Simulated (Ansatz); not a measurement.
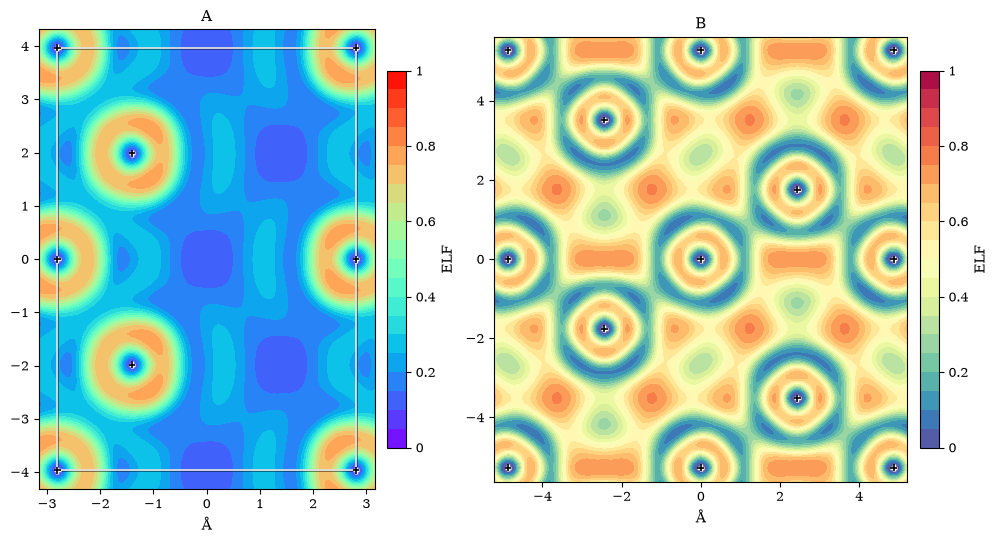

The electron localisation function of 2 systems, each on a plane through atoms (crosses mark nuclei in the plane).

Method: DFT, r2SCAN, plane waves (500 eV) with PAW, scalar-relativistic (Ansatz 0.2.0).

System 1: Nb, the (110) plane of the conventional cell. Space group Fd-3m; set up as Nb, diamond; a generated structure, not necessarily the stable one; changed on purpose from its base cell (volume × 0.88); computed pressure about 12 GPa in this cell; the program warned that a starting moment wasn't kept; spin-polarised, but the moments vanished.

System 2: Ti, the (110) plane of the conventional cell. Space group P6₃/mmc; set up as Ti, dhcp; a generated structure, not necessarily the stable one; changed on purpose from its base cell (volume × 1.12); computed pressure about −9 GPa in this cell; spin-polarised.

```yaml
crystal:
  lattice:
    - [3.04277, 0.00000, 0.00000]
    - [-1.52139, 2.63512, 0.00000]
    - [0.00000, 0.00000, 9.73954]
  atoms:
    - { symbol: Ti, position: [0.00000, 0.00000, 0.00000] }
    - { symbol: Ti, position: [0.00000, 0.00000, 0.50000] }
    - { symbol: Ti, position: [0.33333, 0.66667, 0.25000] }
    - { symbol: Ti, position: [0.66667, 0.33333, 0.75000] }
```

Match each panel to its system.

Answer. Panel A is system 1, Nb: the plane holds Nb. Nb–Nb (2.43 Å): the ELF is about 0.30 at the midpoint: no localised pair shows between them. Panel B is system 2, Ti: the plane holds Ti. Ti–Ti (3.00 Å): the ELF is about 0.25 at the midpoint (no shared electron pair shows on this line).
